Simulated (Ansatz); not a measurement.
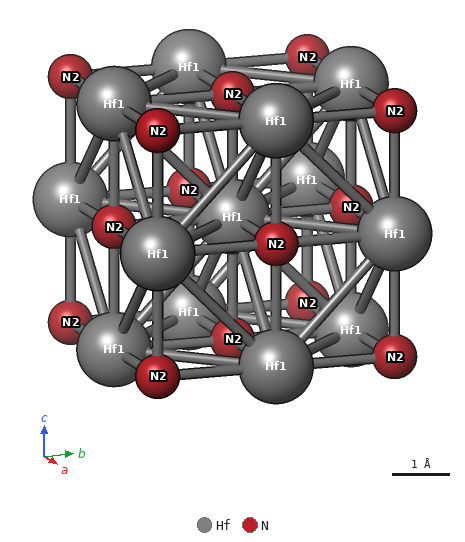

**Figure 1.** The structure as given in the input (ball-and-stick view of the cell 4 times as large as that of the calculation, set on its symmetry axes, seen slightly off an axis; atoms are numbered from 1 in the order of the input). Near neighbours in the crystal (not all of them lie inside the picture): Hf has 12 Hf at 3.18 Å and 6 N at 2.25 Å; N has 6 Hf at 2.25 Å.

## What a change does: single-point calculation on HfN

System: HfN (Fm-3m, 2 atoms in the cell).
Method of run 1: DFT PBEsol, spin-orbit coupling, plane waves, PAW (Ansatz 0.2.0).

The structure was built on a prototype by a generator; it need not be a known phase. Text and figures count atoms from 1; the logs count them from 0 in places.

### The input, run 1
```yaml
crystal:
  lattice:
    - [3.1830776068, 0.0, 0.0]
    - [0.0, 4.5015515216, 0.0]
    - [1.5915388034, 2.2507757608, 1.5915388034]
  atoms:
    - { symbol: Hf, position: [0.0, 0.5, 0.0] }
    - { symbol: "N", position: [0.0, 0.0, 0.0] }
basis:
  ecutwfc: 420
kpoints:
  mp_grid: { grid: [11, 8, 21] }
hamiltonian:
  xc: pbesol
scf:
  occupations: { method: gaussian, width: 0.1 }
output:
  forces: true
  stress: true
  eigenvalues: true
magnetization:
  noncollinear: true
  spin_orbit: true
```

Launched with:
```bash
ansatz run input.yaml --threads 2 --pin off --max-ram 4096MiB --backend cpu --events-out ev --progress --plain --runs-dir out
```

Hardware: 2 threads of Intel Xeon (Granite Rapids), 64 GiB of memory available, shared host.

### Output, shortened to warnings, some set-up lines, iterations and results (run 1)
```
Warning: crystal.symmetry: narrowed to the stabiliser of the k-point mesh — unitary ops 48 → 2, anti-unitary 48 → 2; excluded 92 operations that carry a point of the 11×8×21 mesh (shift [0, 0, 0]) off the mesh (the run samples exactly the mesh kpoints.mp_grid names, as under crystal.symmetry.detect: false, and its converged state has the mesh's symmetry, not the crystal's; ε∞, the Born charges …
Basis set: ecut = 420 eV, 459 PW (Γ), exchange–correlation on 48×64×48 points (8 copies of the dense FFT grid, shifted against one another)
Symmetry: 2 space group operations + 2 with time reversal
k-points: 925 of 1848
Initial density: superposition of atomic densities (chi_scale 0.1, normalization cell, long waves kept (reshape's long-wave potential 0.00 eV rms))
[...]
SCF iter   1: F=—  HF=-15998.466396 eV  |F-HF|=—  |Δ(HF+E_count)|=         —  Δρ=4.66e-2  dr2=2.08e-1  dr2_m=0.00e0 (ungated)  ethr=3.10e-3  |M|=0.00e0 ∫|m|=0.00e0 μB  …
SCF iter   2: F=—  HF=-15998.462089 eV  |F-HF|=—  |Δ(HF+E_count)|=   4.31e-3  Δρ=3.54e-2  dr2=1.16e-1  dr2_m=0.00e0 (ungated)  ethr=6.70e-4  |M|=0.00e0 ∫|m|=0.00e0 μB  …
SCF iter   3: F=—  HF=-15998.455087 eV  |F-HF|=—  |Δ(HF+E_count)|=   7.00e-3  Δρ=4.66e-3  dr2=3.65e-3  dr2_m=0.00e0 (ungated)  ethr=3.76e-4  |M|=0.00e0 ∫|m|=0.00e0 μB  …
SCF iter   4: F=—  HF=-15998.454432 eV  |F-HF|=—  |Δ(HF+E_count)|=   6.55e-4  Δρ=1.53e-3  dr2=3.29e-4  dr2_m=0.00e0 (ungated)  ethr=1.18e-5  |M|=0.00e0 ∫|m|=0.00e0 μB  …
SCF iter   5: F=—  HF=-15998.454424 eV  |F-HF|=—  |Δ(HF+E_count)|=   7.47e-6  Δρ=3.20e-4  dr2=2.32e-5  dr2_m=0.00e0 (ungated)  ethr=1.06e-6  |M|=0.00e0 ∫|m|=0.00e0 μB  …
SCF iter   6: F=—  HF=-15998.454421 eV  |F-HF|=—  |Δ(HF+E_count)|=   2.93e-6  Δρ=1.42e-4  dr2=4.23e-6  dr2_m=0.00e0 (ungated)  ethr=7.49e-8  |M|=0.00e0 ∫|m|=0.00e0 μB  …
SCF iter   7: F=—  HF=-15998.454421 eV  |F-HF|=—  |Δ(HF+E_count)|=   5.94e-7  Δρ=9.15e-5  dr2=1.86e-6  dr2_m=0.00e0 (ungated)  ethr=1.36e-8  |M|=0.00e0 ∫|m|=0.00e0 μB  …
SCF iter   8: F=—  HF=-15998.454420 eV  |F-HF|=—  |Δ(HF+E_count)|=   5.92e-7  Δρ=2.90e-5  dr2=1.89e-7  dr2_m=0.00e0 (ungated)  ethr=6.01e-9  |M|=0.00e0 ∫|m|=0.00e0 μB  …
SCF iter   9: F=-15998.454420 eV  HF=-15998.454420 eV  |F-HF|=1.78e-10  |Δ(HF+E_count)|=   5.03e-8  Δρ=3.44e-6  dr2=1.93e-9  dr2_m=0.00e0 (ungated)  ethr=3.23e-10  |M|=0.00e0 …
SCF 1 converged in 9 iterations: F = -15998.454420 eV  dr2 = 1.93e-9
SCF converged after 9 iterations
Magnetization: |M| = 0.0000 μB,  M = (+0.0000, +0.0000, +0.0000) μB
Absolute magnetization: 0.0000 μB (∫|m|)
  site 0: m = (+0.0000, +0.0000, +0.0000) μB, |m| = 0.0000 μB  (R = 0.93 Å)
  site 1: m = (+0.0000, +0.0000, +0.0000) μB, |m| = 0.0000 μB  (R = 0.93 Å)
Free energy (F): -15998.454420 eV
Harris-Foulkes:  -15998.454420 eV  (|F-HF|=1.78e-10)
Internal energy: -15998.451127 eV  (E = F + TS)
E sigma→0 (E₀):  -15998.452773 eV
Entropy (-TS):   -0.003293 eV (-1.647 meV/atom)
Fermi energy:    23.975048 eV
--- Per-component energies (eV) ---
  E_band       = 186.820226
  E_kinetic    = 557.642183
  E_local      = -4692.952044  (includes V_loc(G=0)·N_el)
  E_nonlocal   = -1194.023588
  E_hartree    = 2229.666048
  E_xc         = -358.723535
  E_vxc        = -344.494798  (∫ρ·V_xc dr)
  E_paw        = -6947.700572  (= ΣΔE_a)
  E_vpaw       = 1401.317843  (= ΣTr[D̂ρ^β])
  E_aug_tail   = 0.000094  (compensation charges beyond the density's cutoff)
  E_ewald      = -5593.643828
  E_core_change = 1.284116  (= ΣΔE_core)
  E_smearing   = -0.003293  (= −TS)
  E_closure    = 0.000000  (closes the sum)
  Σ components = -15998.454420   (vs F -15998.454420, Δ=0.00e0)
--- Forces (eV/Å), atoms counted from 1 ---
  atom   1  Hf     0.00000000     0.00000000     0.00000000
  atom   2  N      0.00000000     0.00000000     0.00000000
  max |Σ_I F_I| component: 0.00e0 eV/Å
--- Stress (GPa, compression-positive) ---
       -0.442584       0.037536      -0.008885
        0.037536      -0.333158       0.239540
       -0.008885       0.239540      -0.308378
  P = ⅓ Tr σ = -0.3614 GPa (-3.614 kbar)
```

For run 2 the input was changed thus:
```diff
-  xc: pbesol
+  xc: r2scan
```

How does run 2 compare with run 1?

The total energies belong to different methods, so their difference says nothing on which is more stable or more accurate. The pressure goes from −0.36 to 4.31 GPa. The functional changes from PBEsol to r2SCAN. The SCF takes 10 iterations against 9. On the same kind of shared host run 2 took about 2.3 times as long.

### Output, shortened to warnings, some set-up lines, iterations and results (run 2)
```
Warning: basis.ecutwfc = 420 eV is below the records' recommended 500 eV, and the density's cutoff is lower with it unless basis.ecutrho_ratio is high enough to keep the records' density cutoff: compare with a run at a higher cutoff
Warning: crystal.symmetry: narrowed to the stabiliser of the k-point mesh — unitary ops 48 → 2, anti-unitary 48 → 2; excluded 92 operations that carry a point of the 11×8×21 mesh (shift [0, 0, 0]) off the mesh (the run samples exactly the mesh kpoints.mp_grid names, as under crystal.symmetry.detect: false, and its converged state has the mesh's symmetry, not the crystal's; ε∞, the Born charges …
Basis set: ecut = 420 eV, 459 PW (Γ), exchange–correlation on 96×128×96 points (64 copies of the dense FFT grid, shifted against one another)
Symmetry: 2 space group operations + 2 with time reversal
k-points: 925 of 1848
Initial density: superposition of atomic densities (chi_scale 0.1, normalization cell, long waves kept (reshape's long-wave potential 0.00 eV rms))
[...]
SCF iter   1: F=—  HF=-16095.852829 eV  |F-HF|=—  |Δ(HF+E_count)|=         —  Δρ=5.15e-2  dr2=3.50e-1  dr2_τ=4.44e-2  dr2_m=0.00e0 (ungated)  ethr=1.13e-3  |M|=0.00e0 …
SCF iter   2: F=—  HF=-16095.994730 eV  |F-HF|=—  |Δ(HF+E_count)|=   1.42e-1  Δρ=4.09e-2  dr2=2.25e-1  dr2_τ=4.33e-3  dr2_m=0.00e0 (ungated)  ethr=1.13e-3  |M|=0.00e0 …
SCF iter   3: F=—  HF=-16096.059382 eV  |F-HF|=—  |Δ(HF+E_count)|=   6.47e-2  Δρ=1.36e-2  dr2=2.12e-2  dr2_τ=1.31e-3  dr2_m=0.00e0 (ungated)  ethr=7.27e-4  |M|=0.00e0 …
SCF iter   4: F=—  HF=-16096.056389 eV  |F-HF|=—  |Δ(HF+E_count)|=   2.99e-3  Δρ=5.73e-3  dr2=3.94e-3  dr2_τ=8.52e-5  dr2_m=0.00e0 (ungated)  ethr=6.85e-5  |M|=0.00e0 …
SCF iter   5: F=—  HF=-16096.059122 eV  |F-HF|=—  |Δ(HF+E_count)|=   2.73e-3  Δρ=2.00e-3  dr2=1.13e-3  dr2_τ=1.92e-5  dr2_m=0.00e0 (ungated)  ethr=1.27e-5  |M|=0.00e0 …
SCF iter   6: F=—  HF=-16096.059440 eV  |F-HF|=—  |Δ(HF+E_count)|=   3.19e-4  Δρ=7.78e-4  dr2=1.12e-4  dr2_τ=4.10e-6  dr2_m=0.00e0 (ungated)  ethr=3.64e-6  |M|=0.00e0 …
SCF iter   7: F=—  HF=-16096.059537 eV  |F-HF|=—  |Δ(HF+E_count)|=   9.65e-5  Δρ=2.65e-4  dr2=1.34e-5  dr2_τ=6.74e-8  dr2_m=0.00e0 (ungated)  ethr=3.61e-7  |M|=0.00e0 …
SCF iter   8: F=—  HF=-16096.059554 eV  |F-HF|=—  |Δ(HF+E_count)|=   1.69e-5  Δρ=5.17e-5  dr2=6.14e-7  dr2_τ=1.60e-8  dr2_m=0.00e0 (ungated)  ethr=4.34e-8  |M|=0.00e0 …
SCF iter   9: F=—  HF=-16096.059554 eV  |F-HF|=—  |Δ(HF+E_count)|=   2.52e-7  Δρ=2.00e-5  dr2=1.13e-7  dr2_τ=1.58e-9  dr2_m=0.00e0 (ungated)  ethr=3.23e-10  |M|=0.00e0 …
SCF iter  10: F=-16096.059554 eV  HF=-16096.059554 eV  |F-HF|=1.03e-9  |Δ(HF+E_count)|=   1.11e-8  Δρ=2.08e-6  dr2=5.32e-10  dr2_τ=4.16e-11  dr2_m=0.00e0 (ungated)  …
SCF 1 converged in 10 iterations: F = -16096.059554 eV  dr2 = 5.32e-10
SCF converged after 10 iterations
Magnetization: |M| = 0.0000 μB,  M = (+0.0000, +0.0000, +0.0000) μB
Absolute magnetization: 0.0000 μB (∫|m|)
  site 0: m = (+0.0000, +0.0000, +0.0000) μB, |m| = 0.0000 μB  (R = 0.93 Å)
  site 1: m = (+0.0000, +0.0000, +0.0000) μB, |m| = 0.0000 μB  (R = 0.93 Å)
Free energy (F): -16096.059554 eV
Harris-Foulkes:  -16096.059554 eV  (|F-HF|=1.03e-9)
Internal energy: -16096.056441 eV  (E = F + TS)
E sigma→0 (E₀):  -16096.057997 eV
Entropy (-TS):   -0.003113 eV (-1.557 meV/atom)
Fermi energy:    24.315367 eV
--- Per-component energies (eV) ---
  E_band       = 172.034576
  E_kinetic    = 559.632586
  E_local      = -4691.084390  (includes V_loc(G=0)·N_el)
  E_nonlocal   = -1204.762541
  E_hartree    = 2233.615441
  E_xc         = -344.953761
  E_vxc        = -380.733543  (∫ρ·V_xc dr)
  E_paw        = -7055.147591  (= ΣΔE_a)
  E_vpaw       = 1402.521690  (= ΣTr[D̂ρ^β])
  E_aug_tail   = 0.000095  (compensation charges beyond the density's cutoff)
  E_vtau       = 19.231204  (kinetic-family band-sum trace: ∫τ·v_τ [+ j·A + Jᵃ·Aᵃ] dr)
  E_ewald      = -5593.643828
  E_core_change = 0.287549  (= ΣΔE_core)
  E_smearing   = -0.003113  (= −TS)
  E_closure    = 0.000000  (closes the sum)
  Σ components = -16096.059554   (vs F -16096.059554, Δ=0.00e0)
--- Forces (eV/Å), atoms counted from 1 ---
  atom   1  Hf     0.00000000     0.00000000     0.00000000
  atom   2  N      0.00000000     0.00000000     0.00000000
  max |Σ_I F_I| component: 0.00e0 eV/Å
--- Stress (GPa, compression-positive) ---
        4.218346       0.029266      -0.005983
        0.029266       4.340732       0.253711
       -0.005983       0.253711       4.367393
  P = ⅓ Tr σ = 4.3088 GPa (43.088 kbar)
```

### The two runs side by side

```tsv
quantity	run 1	run 2
outcome	converged	converged
free energy per atom (eV)	−7999.2272	−8048.0298
energy per atom, smearing taken to zero (eV)	−7999.2264	−8048.0290
gap on the mesh (eV)	0.00	0.00
net moment of the cell (μB)	0.00	0.00
absolute moment of the cell (μB)	0.00	0.00
pressure (GPa)	−0.36	4.31
largest force (eV/Å)	0.000	0.000
SCF iterations	9	10
irreducible k-points	925	925
plane waves at Γ	459	459
wall time (shared host)	31 s	72 s
```

For run 1: Warnings: the k-point mesh lowers the symmetry that the run can use. For run 2: These settings are looser than, or depart from, a standard set-up, so the numbers are not reference values for this system. Warnings: the cutoff is below the recommended one; the k-point mesh lowers the symmetry that the run can use.
